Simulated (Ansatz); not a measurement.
System: SiC.

```cif
data_structure
_symmetry_space_group_name_H-M 'P 1'
_symmetry_Int_Tables_number 1
_cell_length_a 4.0277
_cell_length_b 4.0277
_cell_length_c 4.0277
_cell_angle_alpha 90.000
_cell_angle_beta 90.000
_cell_angle_gamma 90.000
_cell_volume 65.34
loop_
_atom_site_label
_atom_site_type_symbol
_atom_site_fract_x
_atom_site_fract_y
_atom_site_fract_z
_atom_site_occupancy
Si1 Si 0.00000 0.00000 0.00000 1
Si2 Si 0.50000 0.50000 0.00000 1
Si3 Si 0.50000 0.00000 0.50000 1
Si4 Si 0.00000 0.50000 0.50000 1
C1 C 0.50000 0.00000 0.00000 1
C2 C 0.00000 0.50000 0.00000 1
C3 C 0.00000 0.00000 0.50000 1
C4 C 0.50000 0.50000 0.50000 1
```

Space group Fm-3m; started from the rocksalt prototype, which need not be the ambient phase; computed pressure about −3 GPa in this cell.

Computed with DFT, HSE06, plane waves, PAW in Ansatz.

Question: What can the converged valence pseudo-density and electron localisation function tell about the bonding?

Answer: Si–C (2.01 Å): the density is about 0.68 e/Å³ at the midpoint; the ELF peaks at about 0.85 between the atoms.

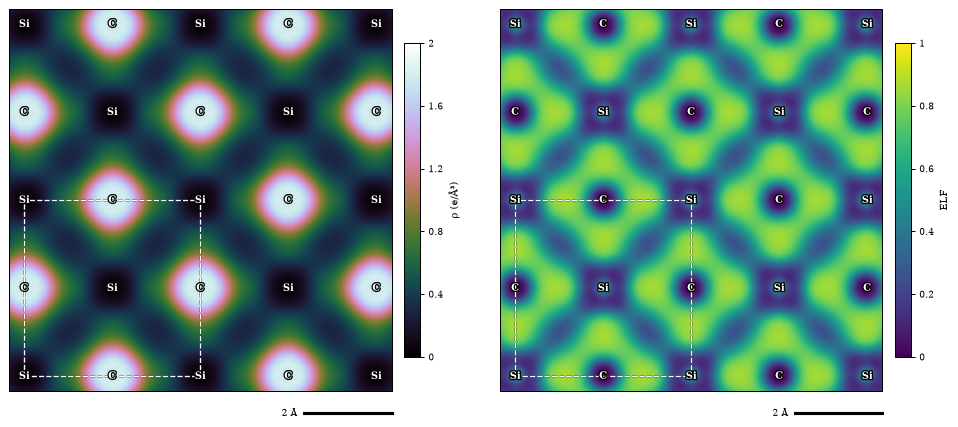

Computed valence pseudo-density and electron localisation function on the (010) plane of the conventional cell, in this order. 
